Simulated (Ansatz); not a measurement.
GaN

```xyz
2
Lattice="2.6956 0.0000 0.0000 0.0000 2.6956 0.0000 0.0000 0.0000 2.6956" Properties=species:S:1:pos:R:3 pbc="T T T"
Ga    0.0000    0.0000    0.0000
N     1.3478    1.3478    1.3478
```

Space group Pm-3m; started from the CsCl prototype, which need not be the ambient phase.

All numbers below come from Ansatz 0.2.0, DFT, r2SCAN, plane waves, PAW.

Core electrons are frozen (PAW), and the valence fields are smoothed inside the atomic spheres.

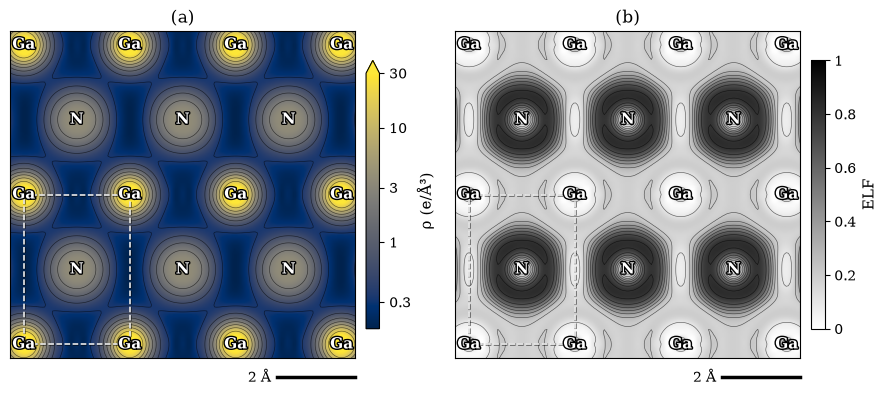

Figure 1. (a) valence electron density; (b) electron localisation function on the (011̄) plane of the conventional cell.

Q: What do the fields say about this system?

A:
- Atoms in the plane: Ga and N.
- Ga–N (2.33 Å): the density is about 0.35 e/Å³ at the midpoint; the ELF peaks at about 0.85 in the valence shell of N, 0.6 Å from its nucleus, and is about 0.30 at the midpoint.
- Between the atoms the lowest density in this plane is 0.18 e/Å³.

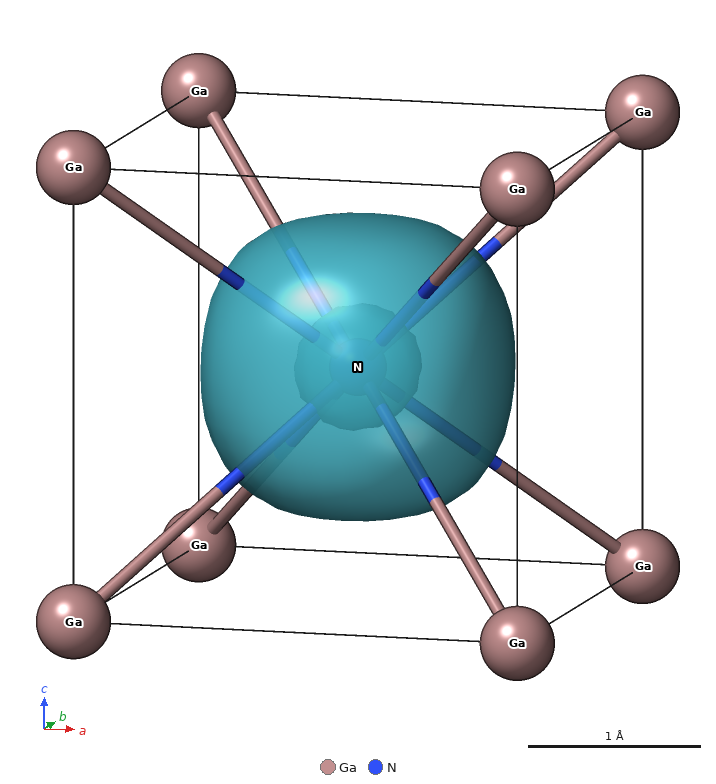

Figure 2. Isosurface of the ELF at 0.6 (cyan), seen slightly off an axis. Only the valence region is drawn (cores and ρ < 0.01 e/Å³ removed). Sticks mark near contacts.

Q: Where are the electrons localised?

A: The surface consists of one region wrapped around N (its valence shell), counted in one cell of 2 atoms. Regions shared between cells count once.
